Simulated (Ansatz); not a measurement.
```
K Br
1.0
     6.58500    0.00000    0.00000
     0.00000    6.58500    0.00000
     0.00000    0.00000    6.58500
K Br
4 4
Direct
  0.00000 0.00000 0.00000
  0.50000 0.50000 0.00000
  0.50000 0.00000 0.50000
  0.00000 0.50000 0.50000
  0.50000 0.00000 0.00000
  0.00000 0.50000 0.00000
  0.00000 0.00000 0.50000
  0.50000 0.50000 0.50000
```

Space group Fm-3m.

Level of theory: DFT PBE, scalar-relativistic, plane waves, PAW (Ansatz 0.2.0).

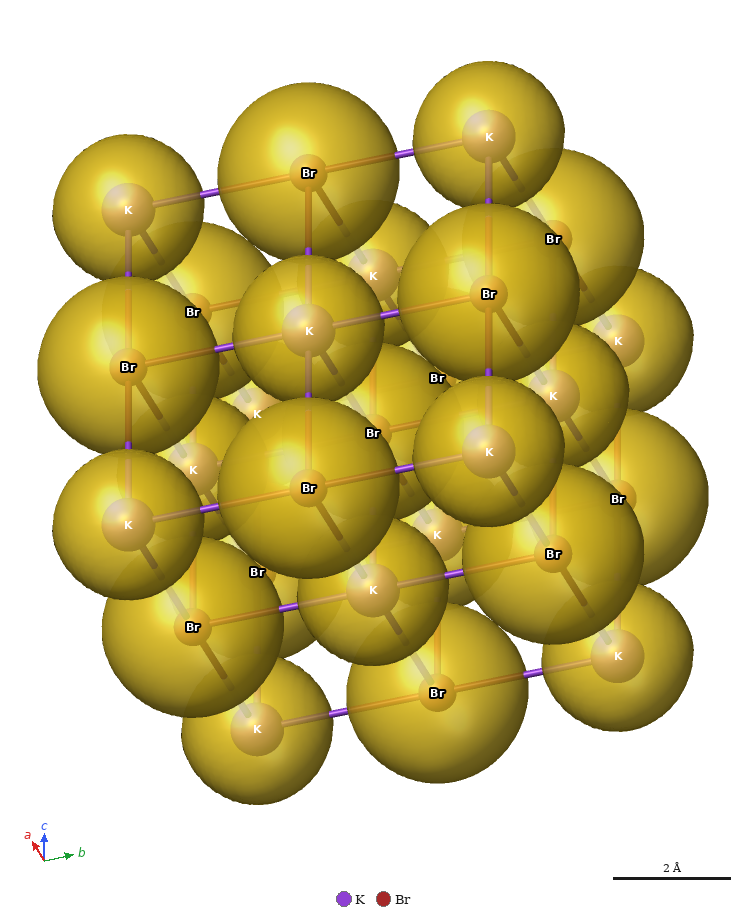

KBr. Isosurface of the valence pseudo-density at 0.1 e/Å³ (yellow), seen at an oblique angle. Sticks mark near contacts.

In a PAW calculation such maps are meaningful between the atoms, not at the nuclei.

> What does this surface tell about the bonding?

At this value the density breaks into separate islands; it holds about 90 % of the electrons treated as valence (semicore included). It bridges none of the near contacts. It is pinched off along the shortest K–Br (3.29 Å) contacts. On the grid the lowest density along these lines, outside the cores, is 0.08 e/Å³ (K–Br, 3.29 Å).
